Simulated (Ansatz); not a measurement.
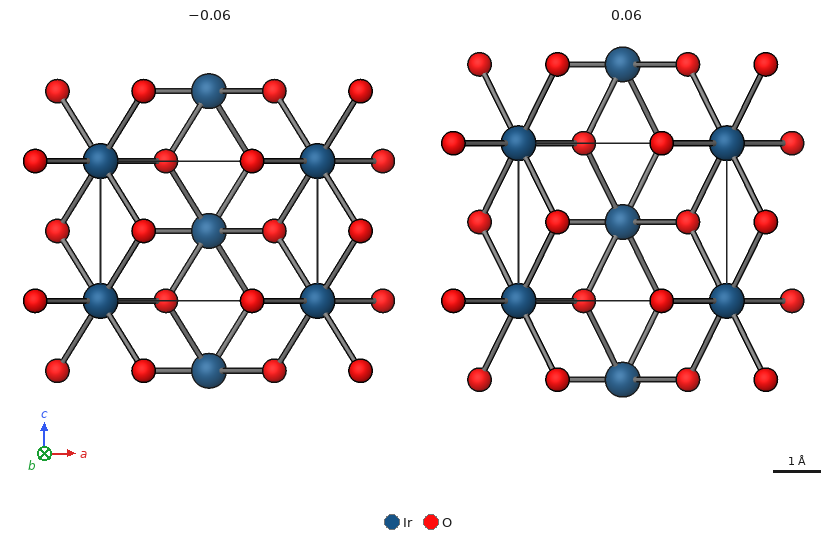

A crystal of IrO2 (set up in P4_2/mnm), under uniaxial strain along c (a, b and atoms relaxed), with energies (extrapolated to zero smearing) counted from the relaxed crystal, which is the row at zero. The picture shows the first and the last member. The picture is a ball-and-stick view of the cell of the calculation, seen along the b axis.

Computed with Ansatz 0.2.0: DFT PBE, scalar-relativistic, plane waves, PAW. Settings: plane-wave cutoff 420 eV; k-point mesh 8 × 8 × 12; occupations gaussian; smearing width 0.1 eV; no spin polarisation; force threshold 0.008 eV/Å.

```
strain  energy (meV/atom)  a (Å)  c (Å)
 −0.06              55.91  4.637  2.989
 −0.04              25.34  4.598  3.053
 −0.02               6.44  4.561  3.116
   0.0               0.00  4.529  3.180
  0.02               6.55  4.500  3.243
  0.04                  ?      ?      ?
  0.06              57.88  4.454  3.371
```

Question: One row is withheld. What does the calculation give there?

Answer: A parabola through three neighbouring rows (0.0, 0.02, 0.06) gives, with Lagrange weights, (−0.3333)(0.00) + (1.0000)(6.55) + (0.3333)(57.88) = 25.84 meV/atom. The calculation gives 25.99 meV/atom (a = 4.475 Å, c = 3.307 Å). The estimate is 0.15 meV/atom too low. From the first member to the last: Ir–O 1.983 → 2.057 Å, Ir–O 1.976 → 1.971 Å.

The whole series:

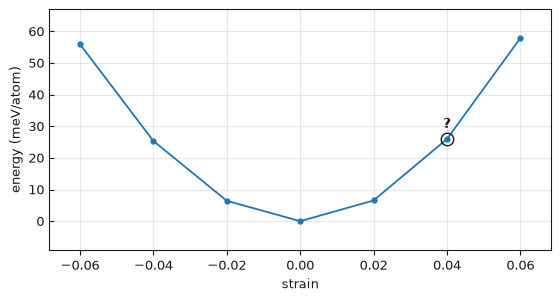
